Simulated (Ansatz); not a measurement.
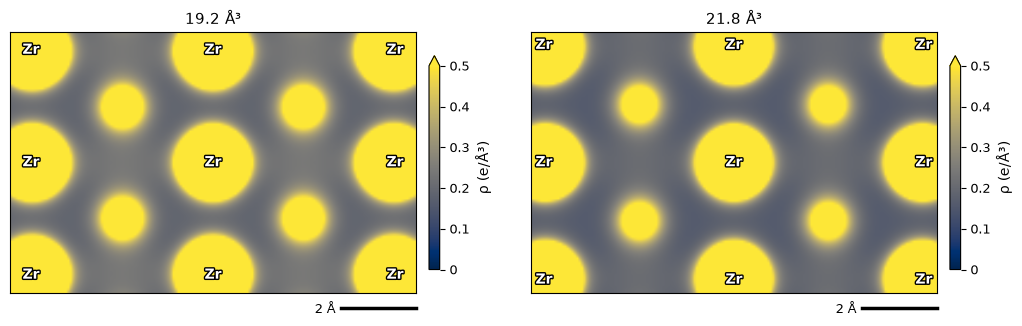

Zr. The valence electron density of cells scaled evenly to different volumes (given per atom above each panel), on the (11̄0) plane of each (indices in the axes of the cell below), at one length scale and on one colour scale.

A generated structure, not necessarily the stable one.

The calculation used DFT, LDA (PW92), plane waves (420 eV) with PAW, scalar-relativistic in Ansatz 0.2.0.

The largest cell:

```
CELL_PARAMETERS angstrom
-1.73974 2.11526 1.54902
2.11526 -1.73974 1.54902
3.54513 3.54513 -0.86126
ATOMIC_POSITIONS crystal
Zr 0.04093 0.95907 0.00000
Zr 0.70907 0.29093 0.50000
```

| volume (Å³/atom) | Zr–Zr contact in the plane (Å) | ρ at its midpoint (e/Å³) | 
| --- | --- | --- |
| 19.18 | 3.012 | 0.220 | 
| 20.92 | 3.101 | ? | 
| 21.79 | 3.143 | 0.187 | 

Estimate the missing row, and compare with the calculation.

Over the known rows ln ρ falls by 1.24 per Å of Zr–Zr distance (the line through the two), which gives 0.197 e/Å³ at 3.101 Å; the calculation gives 0.197 e/Å³.
